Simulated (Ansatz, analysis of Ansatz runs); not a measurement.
**Reproducing a measured vacancy formation: monovacancy in Tl**

Aim: the vacancy formation of the monovacancy in Tl, to be set beside the measurement. Set-up: PBE, 64-site cell, measured lattice, 420 eV, k: 4x4x4 Gamma-centred. The model is a cell of 64 host atoms with 1 Tl taken out. The formation energy is the energy of the cell with the vacancy less that of the same number of atoms in the perfect cell.

What was measured. Vacancy formation energy: 0.46 eV, by a method that the citing table doesn't name (quoted in “Determination of the parameters of Heine and Abarenkov model potential in hcp crystals”, 2019, Arunoday Ghorai and Amitava Ghorai, 2019 (year inferred), quoting earlier work (1991)).

Calculated with Ansatz 0.2.0; plane-wave PAW DFT, PBE; relaxation of all atoms of a defect supercell.

## 1. Set-up

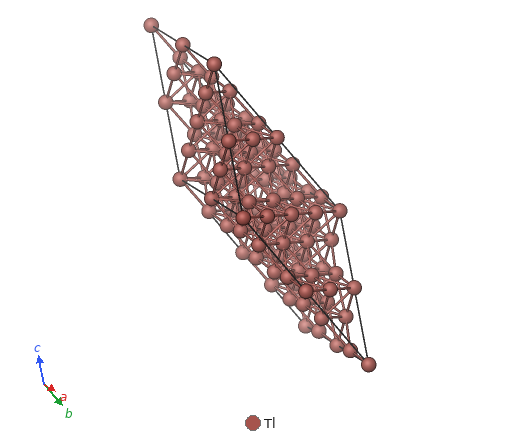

The starting structure, seen slightly off an axis (thallium brown). Some periodic images of atoms are drawn too.

The cell holds 63 atoms: 63 Tl. Cell: a = 16.292 Å, b = 16.292 Å, c = 13.034 Å, α = 125.1°, β = 125.1°, γ = 94.6°. It derives from Tl (space group P6_3/mmc). Nearest the centre at fractional (0.479, 0.646, 0.500): Tl63 at 3.41 Å, Tl52 at 3.41 Å, Tl8 at 3.41 Å, Tl60 at 3.41 Å, Tl61 at 3.41 Å, Tl30 at 3.41 Å, Tl4 at 3.46 Å, Tl56 at 3.46 Å.

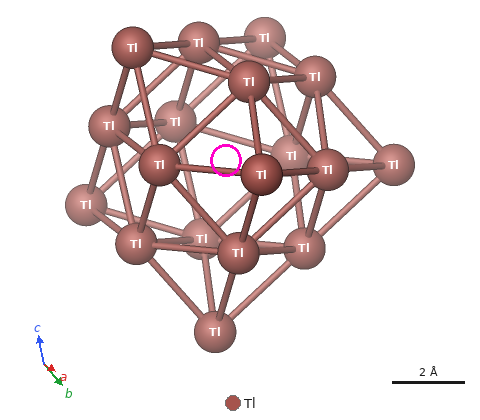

The atoms within 5 Å of the centre. A ring marks the centre wherever it is empty.

The host's primitive cell comes from a first run (plane-wave PAW DFT, PBE; relaxation of the host's atoms at the measured cell): vectors of 3.456, 3.456 and 5.525 Å. That is 28.57 Å³ an atom. The supercell is built on it.

## 2. Relaxation, charge 0

Every later number rests on the structure around the defect, so the atoms are relaxed at the host's lattice first.

relax/input.yaml

```yaml
relax:
  f_tol: 0.02
  max_steps: 80
  escape_saddle: false
crystal:
  lattice:
    - [-10.36800001, 5.9859676, 11.05]
    - [10.36800001, -5.9859676, 11.05]
    - [3.456, 5.9859676, -11.05]
  atoms:
    - { symbol: Tl, position: [0.229166667, 0.145833333, 0.25] }
    - { symbol: Tl, position: [0.229166667, 0.395833333, 0.0] }
    - { symbol: Tl, position: [0.479166667, 0.145833333, 0.0] }
    - { symbol: Tl, position: [0.479166667, 0.395833333, 0.25] }
    - { symbol: Tl, position: [0.020833333, 0.104166667, 0.25] }
    - { symbol: Tl, position: [0.020833333, 0.354166667, 0.0] }
    - { symbol: Tl, position: [0.270833333, 0.104166667, 0.0] }
    - { symbol: Tl, position: [0.270833333, 0.354166667, 0.25] }
    - { symbol: Tl, position: [0.229166667, 0.145833333, 0.75] }
    - { symbol: Tl, position: [0.229166667, 0.395833333, 0.5] }
    - { symbol: Tl, position: [0.479166667, 0.145833333, 0.5] }
    - { symbol: Tl, position: [0.479166667, 0.395833333, 0.75] }
    - { symbol: Tl, position: [0.020833333, 0.104166667, 0.75] }
    - { symbol: Tl, position: [0.020833333, 0.354166667, 0.5] }
    - { symbol: Tl, position: [0.270833333, 0.104166667, 0.5] }
    - { symbol: Tl, position: [0.270833333, 0.354166667, 0.75] }
    - { symbol: Tl, position: [0.229166667, 0.645833333, 0.25] }
    - { symbol: Tl, position: [0.229166667, 0.895833333, 0.0] }
    - { symbol: Tl, position: [0.479166667, 0.645833333, 0.0] }
    - { symbol: Tl, position: [0.479166667, 0.895833333, 0.25] }
    - { symbol: Tl, position: [0.020833333, 0.604166667, 0.25] }
    - { symbol: Tl, position: [0.020833333, 0.854166667, 0.0] }
    - { symbol: Tl, position: [0.270833333, 0.604166667, 0.0] }
    - { symbol: Tl, position: [0.270833333, 0.854166667, 0.25] }
    - { symbol: Tl, position: [0.229166667, 0.645833333, 0.75] }
    - { symbol: Tl, position: [0.229166667, 0.895833333, 0.5] }
    - { symbol: Tl, position: [0.479166667, 0.895833333, 0.75] }
    - { symbol: Tl, position: [0.020833333, 0.604166667, 0.75] }
    - { symbol: Tl, position: [0.020833333, 0.854166667, 0.5] }
    - { symbol: Tl, position: [0.270833333, 0.604166667, 0.5] }
    - { symbol: Tl, position: [0.270833333, 0.854166667, 0.75] }
    - { symbol: Tl, position: [0.729166667, 0.145833333, 0.25] }
    - { symbol: Tl, position: [0.729166667, 0.395833333, 0.0] }
    - { symbol: Tl, position: [0.979166667, 0.145833333, 0.0] }
    - { symbol: Tl, position: [0.979166667, 0.395833333, 0.25] }
    - { symbol: Tl, position: [0.520833333, 0.104166667, 0.25] }
    - { symbol: Tl, position: [0.520833333, 0.354166667, 0.0] }
    - { symbol: Tl, position: [0.770833333, 0.104166667, 0.0] }
    - { symbol: Tl, position: [0.770833333, 0.354166667, 0.25] }
    - { symbol: Tl, position: [0.729166667, 0.145833333, 0.75] }
    - { symbol: Tl, position: [0.729166667, 0.395833333, 0.5] }
    - { symbol: Tl, position: [0.979166667, 0.145833333, 0.5] }
    - { symbol: Tl, position: [0.979166667, 0.395833333, 0.75] }
    - { symbol: Tl, position: [0.520833333, 0.104166667, 0.75] }
    - { symbol: Tl, position: [0.520833333, 0.354166667, 0.5] }
    - { symbol: Tl, position: [0.770833333, 0.104166667, 0.5] }
    - { symbol: Tl, position: [0.770833333, 0.354166667, 0.75] }
    - { symbol: Tl, position: [0.729166667, 0.645833333, 0.25] }
    - { symbol: Tl, position: [0.729166667, 0.895833333, 0.0] }
    - { symbol: Tl, position: [0.979166667, 0.645833333, 0.0] }
    - { symbol: Tl, position: [0.979166667, 0.895833333, 0.25] }
    - { symbol: Tl, position: [0.520833333, 0.604166667, 0.25] }
    - { symbol: Tl, position: [0.520833333, 0.854166667, 0.0] }
    - { symbol: Tl, position: [0.770833333, 0.604166667, 0.0] }
    - { symbol: Tl, position: [0.770833333, 0.854166667, 0.25] }
    - { symbol: Tl, position: [0.729166667, 0.645833333, 0.75] }
    - { symbol: Tl, position: [0.729166667, 0.895833333, 0.5] }
    - { symbol: Tl, position: [0.979166667, 0.645833333, 0.5] }
    - { symbol: Tl, position: [0.979166667, 0.895833333, 0.75] }
    - { symbol: Tl, position: [0.520833333, 0.604166667, 0.75] }
    - { symbol: Tl, position: [0.520833333, 0.854166667, 0.5] }
    - { symbol: Tl, position: [0.770833333, 0.604166667, 0.5] }
    - { symbol: Tl, position: [0.770833333, 0.854166667, 0.75] }
basis:
  ecutwfc: 420
  xc_grid: 2
hamiltonian:
  xc: pbe
kpoints:
  mp_grid: { grid: [4, 4, 4] }
scf:
  occupations: { method: methfessel_paxton, width: 0.1 }
  max_iter: 120
output:
  forces: true
checkpoint:
  write: "../relax.run"
  compress: false
  write_wavefunctions: true
  write_every: 100000
```

Run with:

```bash
$ ansatz run input.yaml --threads 4 --pin off --max-ram 14131MiB --backend cpu --events-out ev --progress --plain --runs-dir out
```

Numbers of over 12 decimals in the logs are rounded to 6 here.

Output:

```text
[... repeated set-up lines and file paths are left out, and long positions are rounded to six places ...]
Engine: ansatz 0.2.0, aarch64-unknown-linux-gnu
Pseudopotentials: kind: paw
Pseudopotential: Tl, paw, valence charge 13, recommended cutoff 420 eV (normal), Tl.paw.azcp
Functional definition: PBE
  parameter kappa = 0.804
  parameter beta = 0.066725
  exchange = pbe_x(kappa = kappa, mu = beta*pi^2/3)
  correlation = pbe_c(beta = beta)
Crystal: 63 atoms, lattice volume = 1828.775 Å³
Basis set: ecut = 420 eV, 35703 PW (Γ), exchange–correlation on 240×240×180 points (8 copies of the dense FFT grid, shifted against one another)
Bands: 492, of which v1, the nominal top of the filled ones, is band 410 counted from 1 (409 counted from 0)
Symmetry: 4 space group operations
Space group: Fmm2 (ITA 42), of the structure as read, at distance tolerance 1.2e-4 Å
k-points: 18 of 64 (time reversal used)
Non-local potential: Tl, projectors of the file, l = 0: 2, l = 1: 2, l = 2: 2, l = 3: 1
PAW form: soft (Blöchl's): semilocal exchange-correlation on the pseudo side does not see the compensation charge
PAW one-centre angular grid: Tl, 590 points (default); XC on 64 Gauss nodes
Initial density: superposition of atomic densities (neutral atoms: chi_scale 0, normalization atom), corrected by the library's trained network
Initial wavefunctions: pseudopotential atomic-orbital guess
Functional: x = pbe(κ = 0.804, μ = 0.219515), c = pbe(β = 0.066725)
SCF iter   1: F=—  HF=-720979.630690 eV  |F-HF|=—  |Δ(HF+E_count)|=         —  Δρ=7.24e-4  dr2=2.29e-2  ethr=1.77e-3  ⟨swp⟩=6.0  Hψ=35661  notcnv=0  defer=1
preconditioner: auto → Kerker (q_TF=auto, 2.386 Å⁻¹)  [metal: Δε(μ)=0.008 eV  Ē_g=12.385 eV  σ=0.100 eV  W_gap=0.06  n_scr=404 (ndim 8)  ℏωp=24.8 eV  f_vac=0.007  D(μ)=33.72/eV (n_scr^D=188)]
SCF iter   2: F=—  HF=-720979.593755 eV  |F-HF|=—  |Δ(HF+E_count)|=   3.69e-2  S|Δr|=    0.00e0  Δρ=4.77e-4  dr2=1.15e-2  ethr=2.80e-6  ⟨swp⟩=2.0  Hψ=17552  notcnv=0  defer=10
SCF iter   3: F=—  HF=-720979.593605 eV  |F-HF|=—  |Δ(HF+E_count)|=   1.50e-4  S|Δr|=    0.00e0  Δρ=8.60e-5  dr2=4.55e-4  ethr=1.41e-6  ⟨swp⟩=2.0  Hψ=9138  notcnv=0  defer=10
SCF iter   4: F=—  HF=-720979.594319 eV  |F-HF|=—  |Δ(HF+E_count)|=   7.13e-4  S|Δr|=    0.00e0  Δρ=4.12e-5  dr2=5.21e-5  ethr=5.56e-8  ⟨swp⟩=3.0  Hψ=16792  notcnv=0  defer=10
SCF iter   5: F=—  HF=-720979.594343 eV  |F-HF|=—  |Δ(HF+E_count)|=   2.40e-5  S|Δr|=    0.00e0  Δρ=1.06e-5  dr2=1.33e-5  ethr=1.22e-9  ⟨swp⟩=4.0  Hψ=23818  notcnv=0
SCF iter   6: F=-720979.594344 eV  HF=-720979.594344 eV  |F-HF|=2.20e-7  |Δ(HF+E_count)|=   1.51e-6  S|Δr|=    0.00e0  Δρ=6.19e-6  dr2=4.30e-6  ethr=1.22e-9  ⟨swp⟩=3.0  Hψ=23669  notcnv=0
SCF 1 converged in 6 iterations: F = -720979.594344 eV  dr2 = 4.30e-6
  greatest PAW one-centre occupation: 0.963 electrons in one spin orbital (limit 2), on the Tl atom at site 26 (counted from 0), in its partial waves of l = 2
relax step   1: F+E_penalty+E_count = -720979.59434385 eV  Δ(F+E_penalty+E_count) = +0.000e0 eV  max|allowed force component| = 1.862e-1 eV/Å  Δτ_max = 0.0000 Å  (6 SCF iters, dr2 threshold 1.00e-5 eV, accepted)
[... the SCF cycles and remarks between the steps are left out from here to the last step ...]
relax step   2: F+E_penalty+E_count = -720979.68307494 eV  Δ(F+E_penalty+E_count) = -8.873e-2 eV  max|allowed force component| = 3.842e-2 eV/Å  Δτ_max = 0.0651 Å  (7 SCF iters, dr2 threshold 2.17e-6 eV, accepted)
SCF iter   1: F=—  HF=-720979.692550 eV  |F-HF|=—  |Δ(HF+E_count)|=         —  Δρ=3.52e-4  dr2=3.22e-3  ethr=5.36e-6  ⟨swp⟩=6.0  Hψ=26086  notcnv=0  defer=456
SCF iter   2: F=—  HF=-720979.692335 eV  |F-HF|=—  |Δ(HF+E_count)|=   2.14e-4  S|Δr|=    0.00e0  Δρ=2.09e-4  dr2=1.88e-3  ethr=3.93e-7  ⟨swp⟩=1.0  Hψ=10188  notcnv=0  defer=455
SCF iter   3: F=—  HF=-720979.692117 eV  |F-HF|=—  |Δ(HF+E_count)|=   2.18e-4  S|Δr|=    0.00e0  Δρ=3.63e-5  dr2=1.51e-4  ethr=2.29e-7  ⟨swp⟩=2.0  Hψ=8353  notcnv=0  defer=455
SCF iter   4: F=—  HF=-720979.692117 eV  |F-HF|=—  |Δ(HF+E_count)|=   1.07e-7  S|Δr|=    0.00e0  Δρ=1.16e-5  dr2=2.72e-5  ethr=1.85e-8  ⟨swp⟩=2.0  Hψ=8397  notcnv=0  defer=455
SCF iter   5: F=—  HF=-720979.692856 eV  |F-HF|=—  |Δ(HF+E_count)|=   7.39e-4  S|Δr|=    0.00e0  Δρ=6.10e-6  dr2=3.15e-6  ethr=3.32e-9  ⟨swp⟩=2.0  Hψ=8969  notcnv=0  defer=455
SCF iter   6: F=—  HF=-720979.692856 eV  |F-HF|=—  |Δ(HF+E_count)|=   5.37e-7  S|Δr|=    0.00e0  Δρ=3.30e-6  dr2=9.22e-7  ethr=3.85e-10  ⟨swp⟩=2.0  Hψ=9290  notcnv=0  defer=455
SCF iter   7: F=—  HF=-720979.692857 eV  |F-HF|=—  |Δ(HF+E_count)|=   5.05e-7  S|Δr|=    0.00e0  Δρ=1.50e-6  dr2=1.08e-7  ethr=1.13e-10  ⟨swp⟩=2.1  Hψ=9392  notcnv=0  defer=455
SCF iter   8: F=-720979.692857 eV  HF=-720979.692857 eV  |F-HF|=1.43e-8  |Δ(HF+E_count)|=   1.23e-7  S|Δr|=    0.00e0  Δρ=5.55e-7  dr2=1.41e-8  ethr=1.22e-11  ⟨swp⟩=4.0  Hψ=24380  notcnv=0
SCF 3 converged in 8 iterations: F = -720979.692857 eV  dr2 = 1.41e-8
relax step   3: F+E_penalty+E_count = -720979.69285690 eV  Δ(F+E_penalty+E_count) = -9.782e-3 eV  max|allowed force component| = 1.145e-2 eV/Å  Δτ_max = 0.0328 Å  (8 SCF iters, accepted)
NSCF: frozen V_eff on 18 k-points
the band table was solved once a step of the walk had ended and its energy, with any forces and stress, was formed, with the checks that follow a solve (28648 applications of the Hamiltonian). They found nothing against the state; [...]
SCF converged after 8 iterations
Stability not checked: this state was not tested for a lower state beside it, because cold or Methfessel-Paxton smearing, or corrected tetrahedra, fill the levels in a way that the test cannot read (fill_not_monotonic; see scf.lower_state_search)
Free energy (F): -720979.692857 eV
Harris-Foulkes:  -720979.692857 eV  (|F-HF|=1.43e-8)
Internal energy: -720979.680653 eV  (E = F + TS)
E sigma→0 (E₀):  -720979.689806 eV
Entropy (-TS):   -0.012204 eV (-0.194 meV/atom)
Fermi energy:    10.234805 eV
--- Per-component energies (eV) ---
  E_band       = 338.024522
  E_kinetic    = 21033.078546
  E_local      = -56239.333129  (includes V_loc(G=0)·N_el)
  E_nonlocal   = 19979.392125
  E_hartree    = 20855.174717
  E_xc         = -14547.915488
  E_vxc        = -8970.971062  (∫ρ·V_xc dr)
  E_paw        = -640336.430056  (= ΣΔE_a)
  E_vpaw       = -17174.496360  (= ΣTr[D̂ρ^β])
  E_aug_tail   = 0.002119  (compensation charges beyond the density's cutoff)
  E_ewald      = -71723.649486
  E_smearing   = -0.012204  (= −TS)
  E_closure    = -0.000000  (closes the sum)
  Σ components = -720979.692857   (vs F -720979.692857, Δ=0.00e0)
--- Forces (eV/Å), atoms counted from 1 ---
  atom   1  Tl     0.00100093    -0.00127956     0.00270971
  atom   2  Tl     0.00186666    -0.00930088     0.00000000
  [... 1 atom left out ...]
  atom   4  Tl    -0.00776244     0.00468756     0.00000000
  [... 3 atoms left out ...]
  atom   8  Tl    -0.00495384    -0.00403197    -0.00354645
  [... 21 atoms left out ...]
  atom  30  Tl     0.00581065    -0.00335478     0.00079789
  [... 18 atoms left out ...]
  atom  49  Tl     0.00898813     0.00303387     0.00000000
  [... 2 atoms left out ...]
  atom  52  Tl    -0.00495384    -0.00403197     0.00354645
  [... 3 atoms left out ...]
  atom  56  Tl    -0.00794077     0.00437869     0.00000000
  [... 3 atoms left out ...]
  atom  60  Tl     0.00101487     0.00630613    -0.00354645
  atom  61  Tl     0.00581065    -0.00335478    -0.00079789
  [... 1 atom left out ...]
  atom  63  Tl     0.00101487     0.00630613     0.00354645
  max |Σ_I F_I| component: 9.06e-7 eV/Å
--- Band table (eV; the first three rows and the last of 18) ---
  k-point 0: bands = ["-1.7272", "-1.7229", "-1.7226", "-1.6129", [... 484 left out ...] "14.5426", "14.7406", "14.8687", "14.8736"]
  k-point 1: bands = ["-1.6871", "-1.6843", "-1.6528", "-1.6297", [... 484 left out ...] "14.8592", "14.9365", "14.9657", "14.9840"]
  [... further k-points left out ...]
--- Relaxed structure (3 steps of the walk, 3 accepted, 0 SCFs on fresh bases) ---
  F+E_penalty+E_count = -720979.69285690 eV   max|allowed force component| = 1.145e-2 eV/Å
  atoms:
    - { symbol: Tl, position: [0.230066, 0.147571, 0.250343] }
    - { symbol: Tl, position: [0.235360, 0.401918, 0.012278] }
    [... 1 atom left out ...]
    - { symbol: Tl, position: [0.479286, 0.401462, 0.255748] }
    [... 3 atoms left out ...]
    - { symbol: Tl, position: [0.275935, 0.362174, 0.256703] }
    [... 21 atoms left out ...]
    - { symbol: Tl, position: [0.276835, 0.605127, 0.5] }
    [... 18 atoms left out ...]
    - { symbol: Tl, position: [0.723082, 0.889640, -0.012278] }
    [... 2 atoms left out ...]
    - { symbol: Tl, position: [0.519530, 0.605768, 0.256703] }
    [... 3 atoms left out ...]
    - { symbol: Tl, position: [0.723538, 0.645714, 0.744252] }
    [... 3 atoms left out ...]
    - { symbol: Tl, position: [0.519232, 0.605470, 0.743297] }
    - { symbol: Tl, position: [0.519873, 0.848165, 0.5] }
    [... 1 atom left out ...]
    - { symbol: Tl, position: [0.762826, 0.849065, 0.743297] }
```

Elapsed: 36 min, on 4 threads of Arm Neoverse V2, shared host; peak memory 13 GiB; 2.3 h of CPU time.

(Part 1 of 2 ends here.)

[Logs are printed without paths, hosts, clocks, repeated set-up lines and the standing remarks that a program may print on its own settings, such as how far it seeks lower states.]

[Hosts, paths, dates, database ids (printed as entryN), source tags and the programs' standing remarks are cut or masked in the printed files.]

[For some hosts the program warned that the k-mesh of the response run may be too coarse for force constants and the static dielectric constant; such warnings are not shown here.]
